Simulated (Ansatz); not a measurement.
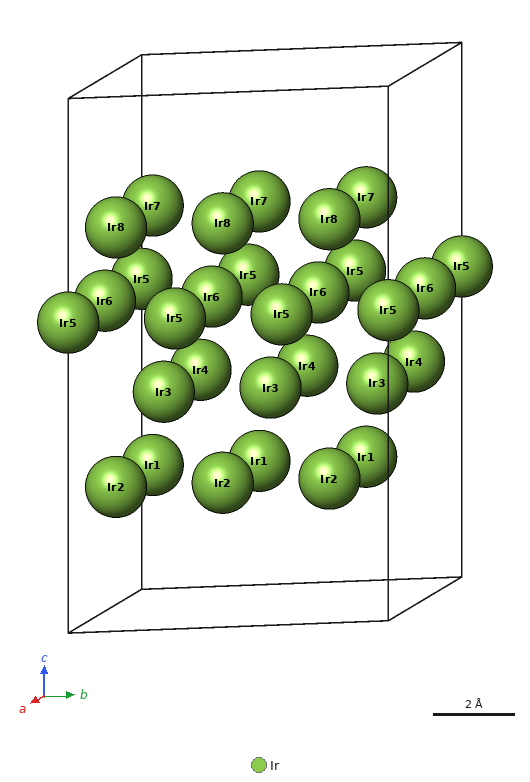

Fig. 1: The structure as given in the input (spheres-only view of the 1 × 3 repeat of the cell, with the vacuum cut short, seen slightly off an axis; atoms are numbered from 1 in the order of the input). An atom can appear more than once, as a periodic image.

## Run report: Ir, geometry relaxation (part 1 of 2)

System: Ir (slab, 8 atoms in the cell).
Method: DFT LDA, scalar-relativistic, plane waves, PAW, no spin polarisation (Ansatz 0.2.0).

The structure derives from an entry of the Crystallography Open Database. The input holds or restrains some coordinates. Forces given for the steps count only the free coordinates. Figures and captions count atoms from 1; the log counts them from 0 in places.

## Input file
```yaml
crystal:
  lattice:
    - [5.3894168348, 0.0, 0.0]
    - [-1.3473542087, 2.3336859453, 0.0]
    - [0.0, 0.0, 23.6006606283]
  atoms:
    - { symbol: Ir, position: [0.3333333333, 0.3333333333, 0.3601594097] }
    - { symbol: Ir, position: [0.8333333333, 0.3333333333, 0.3601594097] }
    - { symbol: Ir, position: [0.6666666667, 0.6666666667, 0.4533864699] }
    - { symbol: Ir, position: [0.1666666667, 0.6666666667, 0.4533864699] }
    - { symbol: Ir, position: [0.0, 0.0, 0.5466135301] }
    - { symbol: Ir, position: [0.5, 0.0, 0.5466135301] }
    - { symbol: Ir, position: [0.3333333333, 0.3333333333, 0.6398405903] }
    - { symbol: Ir, position: [0.8333333333, 0.3333333333, 0.6398405903] }
basis:
  ecutwfc: 420
kpoints:
  mp_grid: { grid: [6, 12, 1] }
hamiltonian:
  xc: lda
scf:
  occupations: { method: gaussian, width: 0.1 }
output:
  forces: true
  eigenvalues: true
  write_density: true
  write_potential: true
  elf: true
  volumetric_format: npy
relax:
  adjacent_minimum: "off"
  f_tol: 0.03
  max_steps: 70
  constraints: [{ sites: [0, 1, 2, 3] }]
efield:
  axis: 3
  dipole_correction: true
```

Run on 2 threads of Intel Xeon (Sapphire Rapids), 64 GiB of memory available, shared host.

Launch command:
```bash
ansatz run input.yaml --threads 2 --pin off --max-ram 5120MiB --backend cpu --events-out ev --progress --plain --runs-dir out
```

## What the program printed
```
Engine: ansatz 0.2.0, x86_64-unknown-linux-gnu
Pseudopotentials: kind: paw
Pseudopotential: Ir, paw, valence charge 17, recommended cutoff 420 eV (normal), Ir.paw.azcp
Functional definition: SPW92
  exchange = slater_x
  correlation = pw_c
Crystal: 8 atoms, lattice volume = 296.830 Å³
Basis set: ecut = 420 eV, 5801 PW (Γ)
Bands: 82, of which v1, the nominal top of the filled ones, is band 68 counted from 1 (67 counted from 0)
Symmetry: 4 space group operations
k-points: 25 of 72 (time reversal used)
Non-local potential: Ir, projectors of the file, l = 0: 3, l = 1: 2, l = 2: 2, l = 3: 1
PAW form: soft (Blöchl's): semilocal exchange-correlation on the pseudo side does not see the compensation charge
PAW frozen core: Ir, regenerated for the run's functional, and the local potential with it (the file was generated under x = pbe(κ = 0.804, μ = 0.2195149727645171), c = pbe(β = 0.06672455060314922))
PAW one-centre angular grid: Ir, 590 points (default); XC on 64 Gauss nodes
Initial density: superposition of atomic densities (neutral atoms: chi_scale 0, normalization atom), corrected by the library's trained network
Initial wavefunctions: pseudopotential atomic-orbital guess
Functional: x = slater, c = lda
SCF iter   1: F=—  HF=-93302.785779 eV  |F-HF|=—  |Δ(HF+E_count)|=         —  Δρ=6.69e-3  dr2=4.39e-1  ethr=1.77e-3  p=0.000 e·Å  D=1.38e-13 V/Å  ΔV_dip=-0.00 eV  dr2_dipole=6.16e-8  V_vac-E_F(+/−)=5.47/5.47 eV  ⟨swp⟩=8.6  Hψ=9978  notcnv=0  defer=16
efield: sawtooth ramp at fractional position 0.9500 (placed from the atoms, in the widest stretch of the axis that holds none; the zero of the levels goes with the place), width 0.1000; the density the first Hamiltonian is built on has a dipole p = 0.000 e·Å; the dipole correction subtracts the counter field D = 1.38e-13 V/Å, which shifts the + side's vacuum level by -0.00 eV against the − side's; the planar-averaged density in the ramp window peaks in size at 4.4e-5 e/Å³
preconditioner: auto → LDOS  [metal: Δε(μ)=0.055 eV  Ē_g=6.422 eV  σ=0.100 eV  W_gap=0.30  n_scr=56 (ndim 8)  ℏωp=18.3 eV  f_vac=0.564  D(μ)=8.69/eV (n_scr^D=46)  β→1.0]
SCF iter   2: F=—  HF=-93302.779879 eV  |F-HF|=—  |Δ(HF+E_count)|=   5.90e-3  Δρ=3.18e-3  dr2=5.19e-2  ethr=3.23e-4  p=0.000 e·Å  D=6.78e-6 V/Å  ΔV_dip=-0.00 eV  dr2_dipole=1.60e-7  V_vac-E_F(+/−)=5.73/5.73 eV  ⟨swp⟩=1.6  Hψ=2610  notcnv=0  defer=52
SCF iter   3: F=—  HF=-93302.772409 eV  |F-HF|=—  |Δ(HF+E_count)|=   7.47e-3  Δρ=1.07e-3  dr2=7.06e-3  ethr=3.82e-5  p=-0.000 e·Å  D=-7.85e-6 V/Å  ΔV_dip=0.00 eV  dr2_dipole=1.97e-8  V_vac-E_F(+/−)=5.77/5.77 eV  ⟨swp⟩=2.1  Hψ=2788  notcnv=0  defer=52
SCF iter   4: F=—  HF=-93302.771872 eV  |F-HF|=—  |Δ(HF+E_count)|=   5.38e-4  Δρ=1.99e-4  dr2=3.35e-4  ethr=5.19e-6  p=0.000 e·Å  D=4.94e-6 V/Å  ΔV_dip=-0.00 eV  dr2_dipole=2.63e-10  V_vac-E_F(+/−)=5.79/5.79 eV  ⟨swp⟩=2.1  Hψ=2775  notcnv=0  defer=50
SCF iter   5: F=—  HF=-93302.771855 eV  |F-HF|=—  |Δ(HF+E_count)|=   1.67e-5  Δρ=6.07e-5  dr2=2.40e-5  ethr=2.46e-7  p=-0.000 e·Å  D=-1.50e-6 V/Å  ΔV_dip=0.00 eV  dr2_dipole=1.40e-10  V_vac-E_F(+/−)=5.80/5.80 eV  ⟨swp⟩=2.9  Hψ=3604  notcnv=0  defer=50
SCF iter   6: F=-93302.771851 eV  HF=-93302.771856 eV  |F-HF|=5.07e-6  |Δ(HF+E_count)|=   5.71e-7  Δρ=2.78e-5  dr2=7.13e-6  ethr=1.65e-8  p=0.000 e·Å  D=7.72e-7 V/Å  ΔV_dip=-0.00 eV  dr2_dipole=1.24e-11  V_vac-E_F(+/−)=5.80/5.80 eV  ⟨swp⟩=22.9  Hψ=23232  notcnv=0
SCF 1 converged in 6 iterations: F = -93302.771851 eV  dr2 = 7.13e-6
  Residual-converged pass: ⟨swp⟩=1.0  Hψ=2151  notcnv=0  max |occ|·‖R‖ = 7.1e-9 eV (tolerance 1.0e-8 eV)  dr2=7.13e-6  dr2_onsite=4.55e-8  max |Δocc| = 5.9e-11
  greatest PAW one-centre occupation: 1.000 electrons in one spin orbital (limit 2), on the Ir atom at site 3 (counted from 0), in its partial waves of l = 0
relax step   1: F+E_penalty+E_count = -93302.77185063 eV  Δ(F+E_penalty+E_count) = +0.000e0 eV  max|allowed force component| = 5.408e-1 eV/Å  Δτ_max = 0.0000 Å  (6 SCF iters, dr2 threshold 2.25e-5 eV, accepted)
Initial density: handed on by an earlier stage of this run
Initial wavefunctions: those handed on with the density
iter 1 solved again at ethr=2.01e-3 eV; its pass at ethr=3.10e-3 eV (dr2=2.73e0 eV) is discarded
SCF iter   1: F=—  HF=-93302.770445 eV  |F-HF|=—  |Δ(HF+E_count)|=         —  Δρ=1.11e-2  dr2=2.66e0  ethr=2.01e-3  p=-0.000 e·Å  D=-1.35e-6 V/Å  ΔV_dip=0.00 eV  dr2_dipole=1.11e0  V_vac-E_F(+/−)=5.78/5.78 eV  ⟨swp⟩=1.2  Hψ=7584  notcnv=0  defer=110
efield: sawtooth ramp at fractional position 0.9500 (handed on by an earlier solve), width 0.1000; the density the first Hamiltonian is built on has a dipole p = -0.000 e·Å; the dipole correction subtracts the counter field D = -1.35e-6 V/Å, which shifts the + side's vacuum level by +0.00 eV against the − side's; the planar-averaged density in the ramp window peaks in size at 6.1e-6 e/Å³
preconditioner: auto → LDOS  [metal: Δε(μ)=0.071 eV  Ē_g=6.645 eV  σ=0.100 eV  W_gap=0.38  n_scr=56 (ndim 8)  ℏωp=18.3 eV  f_vac=0.573  D(μ)=8.23/eV (n_scr^D=42)  β→1.0]
SCF iter   2: F=—  HF=-93302.732394 eV  |F-HF|=—  |Δ(HF+E_count)|=   3.81e-2  Δρ=4.46e-3  dr2=1.55e-1  ethr=1.96e-3  p=0.016 e·Å  D=9.93e-3 V/Å  ΔV_dip=-0.23 eV  dr2_dipole=3.03e-2  V_vac-E_F(+/−)=5.60/5.83 eV  ⟨swp⟩=2.0  Hψ=2787  notcnv=0  defer=110
SCF iter   3: F=—  HF=-93302.715413 eV  |F-HF|=—  |Δ(HF+E_count)|=   1.70e-2  Δρ=2.18e-3  dr2=4.41e-2  ethr=1.14e-4  p=0.002 e·Å  D=1.52e-3 V/Å  ΔV_dip=-0.04 eV  dr2_dipole=1.48e-3  V_vac-E_F(+/−)=5.74/5.78 eV  ⟨swp⟩=2.6  Hψ=3561  notcnv=0  defer=116
SCF iter   4: F=—  HF=-93302.705409 eV  |F-HF|=—  |Δ(HF+E_count)|=   1.00e-2  Δρ=3.17e-4  dr2=4.06e-4  ethr=3.25e-5  p=0.006 e·Å  D=3.86e-3 V/Å  ΔV_dip=-0.09 eV  dr2_dipole=2.04e-7  V_vac-E_F(+/−)=5.70/5.79 eV  ⟨swp⟩=2.6  Hψ=3326  notcnv=0  defer=117
SCF iter   5: F=—  HF=-93302.705342 eV  |F-HF|=—  |Δ(HF+E_count)|=   6.72e-5  Δρ=1.24e-4  dr2=1.10e-4  ethr=2.98e-7  p=0.005 e·Å  D=3.31e-3 V/Å  ΔV_dip=-0.08 eV  dr2_dipole=5.05e-10  V_vac-E_F(+/−)=5.72/5.79 eV  ⟨swp⟩=2.9  Hψ=3963  notcnv=0  defer=120
SCF iter   6: F=-93302.705331 eV  HF=-93302.705332 eV  |F-HF|=8.63e-7  |Δ(HF+E_count)|=   9.55e-6  Δρ=4.36e-5  dr2=1.00e-5  ethr=1.34e-8  p=0.005 e·Å  D=2.99e-3 V/Å  ΔV_dip=-0.07 eV  dr2_dipole=1.45e-7  V_vac-E_F(+/−)=5.72/5.79 eV  ⟨swp⟩=22.6  Hψ=23339  notcnv=0
SCF 2 converged in 6 iterations: F = -93302.705331 eV  dr2 = 1.00e-5
  greatest PAW one-centre occupation: 1.000 electrons in one spin orbital (limit 2), on the Ir atom at site 5 (counted from 0), in its partial waves of l = 0
relax step   2: F+E_penalty+E_count = -93302.70533140 eV  Δ(F+E_penalty+E_count) = +6.652e-2 eV  max|allowed force component| = 1.048e0 eV/Å  Δτ_max = 0.1923 Å  (6 SCF iters, dr2 threshold 1.83e-5 eV, rejected (line search))
iter 1 solved again at ethr=6.88e-4 eV; its pass at ethr=3.10e-3 eV (dr2=9.36e-1 eV) is discarded
SCF iter   1: F=—  HF=-93302.837159 eV  |F-HF|=—  |Δ(HF+E_count)|=         —  Δρ=6.76e-3  dr2=1.05e0  ethr=6.88e-4  p=0.005 e·Å  D=3.00e-3 V/Å  ΔV_dip=-0.07 eV  dr2_dipole=4.38e-1  V_vac-E_F(+/−)=5.74/5.81 eV  ⟨swp⟩=1.8  Hψ=6948  notcnv=0  defer=122
efield: sawtooth ramp at fractional position 0.9500 (handed on by an earlier solve), width 0.1000; the density the first Hamiltonian is built on has a dipole p = 0.005 e·Å; the dipole correction subtracts the counter field D = 3.00e-3 V/Å, which shifts the + side's vacuum level by -0.07 eV against the − side's; the planar-averaged density in the ramp window peaks in size at 3.7e-6 e/Å³
eigensolver tolerance schedule calibrated: the retry pair's looser diagonalisation under-reported the residual by θ = 0.11 (0.16/decade); ethr = c·dr2/N_el runs at the constant in force after the calibration composes with the one it found (an armed cap, an earlier calibration), c = 3.7e-2
preconditioner: auto → LDOS  [metal: Δε(μ)=0.077 eV  Ē_g=6.504 eV  σ=0.100 eV  W_gap=0.41  n_scr=56 (ndim 8)  ℏωp=18.3 eV  f_vac=0.567  D(μ)=8.71/eV (n_scr^D=46)  β→1.0]
SCF iter   2: F=—  HF=-93302.817776 eV  |F-HF|=—  |Δ(HF+E_count)|=   1.94e-2  Δρ=2.46e-3  dr2=3.20e-2  ethr=2.85e-4  p=-0.002 e·Å  D=-1.10e-3 V/Å  ΔV_dip=0.03 eV  dr2_dipole=2.92e-5  V_vac-E_F(+/−)=5.82/5.79 eV  ⟨swp⟩=2.0  Hψ=2893  notcnv=0  defer=122
SCF iter   3: F=—  HF=-93302.817801 eV  |F-HF|=—  |Δ(HF+E_count)|=   2.46e-5  Δρ=1.97e-3  dr2=3.63e-2  ethr=8.69e-6  p=0.004 e·Å  D=2.52e-3 V/Å  ΔV_dip=-0.06 eV  dr2_dipole=5.52e-8  V_vac-E_F(+/−)=5.74/5.80 eV  ⟨swp⟩=3.0  Hψ=4357  notcnv=0  defer=122
SCF iter   4: F=—  HF=-93302.809634 eV  |F-HF|=—  |Δ(HF+E_count)|=   8.17e-3  Δρ=2.74e-4  dr2=5.52e-4  ethr=8.69e-6  p=0.001 e·Å  D=8.88e-4 V/Å  ΔV_dip=-0.02 eV  dr2_dipole=4.12e-6  V_vac-E_F(+/−)=5.77/5.80 eV  ⟨swp⟩=2.1  Hψ=3492  notcnv=0  defer=122
SCF iter   5: F=—  HF=-93302.809476 eV  |F-HF|=—  |Δ(HF+E_count)|=   1.57e-4  Δρ=9.16e-5  dr2=8.20e-5  ethr=1.50e-7  p=0.002 e·Å  D=9.89e-4 V/Å  ΔV_dip=-0.02 eV  dr2_dipole=6.56e-6  V_vac-E_F(+/−)=5.77/5.80 eV  ⟨swp⟩=2.9  Hψ=4291  notcnv=0  defer=122
SCF iter   6: F=—  HF=-93302.809456 eV  |F-HF|=—  |Δ(HF+E_count)|=   2.08e-5  Δρ=2.37e-5  dr2=3.69e-6  ethr=2.22e-8  p=0.002 e·Å  D=1.09e-3 V/Å  ΔV_dip=-0.03 eV  dr2_dipole=5.61e-7  V_vac-E_F(+/−)=5.77/5.80 eV  ⟨swp⟩=3.3  Hψ=4186  notcnv=0  defer=122
SCF iter   7: F=—  HF=-93302.809458 eV  |F-HF|=—  |Δ(HF+E_count)|=   1.94e-6  Δρ=8.55e-6  dr2=2.96e-7  ethr=1.00e-9  p=0.002 e·Å  D=1.13e-3 V/Å  ΔV_dip=-0.03 eV  dr2_dipole=2.35e-8  V_vac-E_F(+/−)=5.77/5.80 eV  ⟨swp⟩=2.2  Hψ=3197  notcnv=0  defer=122
SCF iter   8: F=-93302.809458 eV  HF=-93302.809458 eV  |F-HF|=8.40e-9  |Δ(HF+E_count)|=   2.49e-7  Δρ=2.29e-6  dr2=3.87e-8  ethr=2.71e-11  p=0.002 e·Å  D=1.16e-3 V/Å  ΔV_dip=-0.03 eV  dr2_dipole=1.22e-8  V_vac-E_F(+/−)=5.77/5.80 eV  ⟨swp⟩=21.6  Hψ=18247  notcnv=0
SCF 3 converged in 8 iterations: F = -93302.809458 eV  dr2 = 3.87e-8
relax step   3: F+E_penalty+E_count = -93302.80945791 eV  Δ(F+E_penalty+E_count) = -3.761e-2 eV  max|allowed force component| = 5.121e-2 eV/Å  Δτ_max = 0.0806 Å  (8 SCF iters, accepted)
SCF iter   1: F=—  HF=-93302.809798 eV  |F-HF|=—  |Δ(HF+E_count)|=         —  Δρ=3.31e-4  dr2=2.59e-3  ethr=1.59e-5  p=0.002 e·Å  D=1.16e-3 V/Å  ΔV_dip=-0.03 eV  dr2_dipole=1.08e-3  V_vac-E_F(+/−)=5.77/5.80 eV  ⟨swp⟩=2.0  Hψ=3254  notcnv=0  defer=61
efield: sawtooth ramp at fractional position 0.9500 (handed on by an earlier solve), width 0.1000; the density the first Hamiltonian is built on has a dipole p = 0.002 e·Å; the dipole correction subtracts the counter field D = 1.16e-3 V/Å, which shifts the + side's vacuum level by -0.03 eV against the − side's; the planar-averaged density in the ramp window peaks in size at 2.6e-6 e/Å³
preconditioner: auto → LDOS  [metal: Δε(μ)=0.067 eV  Ē_g=6.503 eV  σ=0.100 eV  W_gap=0.36  n_scr=56 (ndim 8)  ℏωp=18.3 eV  f_vac=0.567  D(μ)=8.78/eV (n_scr^D=46)  β→1.0]
SCF iter   2: F=—  HF=-93302.809734 eV  |F-HF|=—  |Δ(HF+E_count)|=   6.49e-5  Δρ=1.39e-4  dr2=1.15e-4  ethr=1.90e-6  p=0.002 e·Å  D=9.54e-4 V/Å  ΔV_dip=-0.02 eV  dr2_dipole=3.35e-9  V_vac-E_F(+/−)=5.77/5.80 eV  ⟨swp⟩=2.0  Hψ=3077  notcnv=0  defer=63
SCF iter   3: F=—  HF=-93302.809714 eV  |F-HF|=—  |Δ(HF+E_count)|=   1.98e-5  Δρ=7.01e-5  dr2=5.24e-5  ethr=8.45e-8  p=0.002 e·Å  D=1.10e-3 V/Å  ΔV_dip=-0.03 eV  dr2_dipole=9.34e-8  V_vac-E_F(+/−)=5.77/5.80 eV  ⟨swp⟩=2.7  Hψ=3900  notcnv=0  defer=63
SCF iter   4: F=—  HF=-93302.809682 eV  |F-HF|=—  |Δ(HF+E_count)|=   3.19e-5  Δρ=1.10e-5  dr2=5.74e-7  ethr=3.86e-8  p=0.002 e·Å  D=1.06e-3 V/Å  ΔV_dip=-0.02 eV  dr2_dipole=1.58e-8  V_vac-E_F(+/−)=5.77/5.80 eV  ⟨swp⟩=2.4  Hψ=3152  notcnv=0  defer=63
SCF iter   5: F=—  HF=-93302.809682 eV  |F-HF|=—  |Δ(HF+E_count)|=   3.08e-7  Δρ=4.43e-6  dr2=1.33e-7  ethr=7.35e-11  p=0.002 e·Å  D=1.07e-3 V/Å  ΔV_dip=-0.03 eV  dr2_dipole=7.53e-9  V_vac-E_F(+/−)=5.77/5.80 eV  ⟨swp⟩=19.4  Hψ=19312  notcnv=0
SCF iter   6: F=-93302.809682 eV  HF=-93302.809682 eV  |F-HF|=5.92e-9  |Δ(HF+E_count)|=   5.49e-8  Δρ=1.45e-6  dr2=9.66e-9  ethr=7.35e-11  p=0.002 e·Å  D=1.08e-3 V/Å  ΔV_dip=-0.03 eV  dr2_dipole=3.12e-10  V_vac-E_F(+/−)=5.77/5.80 eV  ⟨swp⟩=11.9  Hψ=15285  notcnv=0
SCF 4 converged in 6 iterations: F = -93302.809682 eV  dr2 = 9.66e-9
relax step   4: F+E_penalty+E_count = -93302.80968221 eV  Δ(F+E_penalty+E_count) = -2.243e-4 eV  max|allowed force component| = 5.730e-3 eV/Å  Δτ_max = 0.0053 Å  (6 SCF iters, accepted)
```

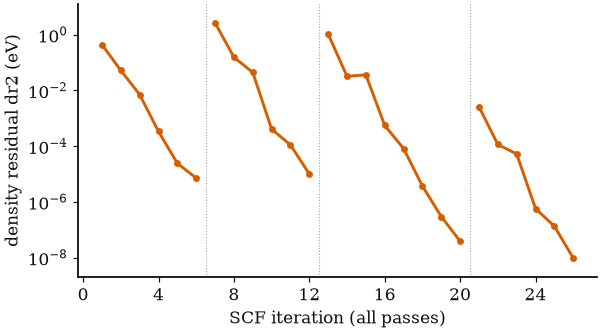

Fig. 2: Convergence of the self-consistent field: density residual dr2 against the SCF iteration. The dotted lines part the SCF passes of the relaxation: geometry steps, rejected trials and re-solves on a re-selected basis. The passes take 6, 6, 8 and 6 iterations.

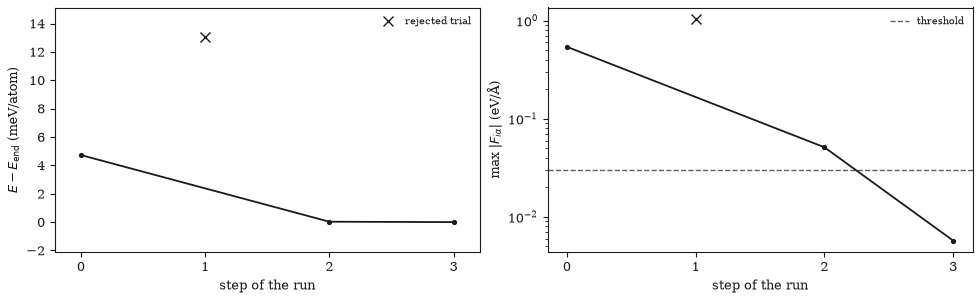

Fig. 3: Progress of the restrained relaxation, step by step (the first geometry is step 0 here and step 1 in the log).

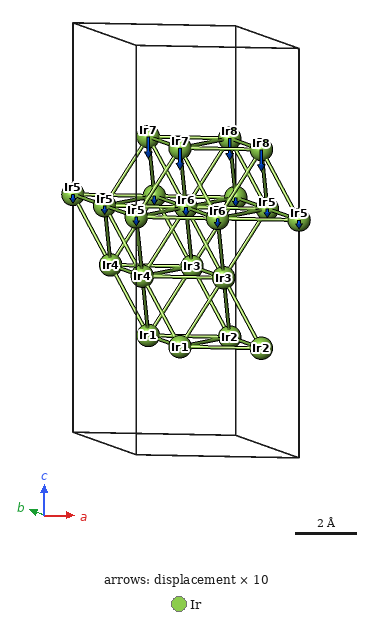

Fig. 4: The starting structure with the displacements as blue arrows, magnified 10 times (ball-and-stick view of the 1 × 2 repeat of the cell, with the vacuum cut short, seen slightly off an axis). After 3 geometry steps the energy has fallen by 4.7 meV per atom. Largest force component: 0.54 eV/Å at the start, 0.0057 eV/Å at the end. The line search rejected the trial step at point 1 (counted from 0) and went back. The largest moves, 0.075 Å, are those of Ir7 and Ir8. The cell stays as it was. Among the contacts that change: Ir5–Ir7 2.695 → 2.659 Å, Ir3–Ir5 2.695 → 2.669 Å. (Atoms are counted from 1 in the order of the input.)
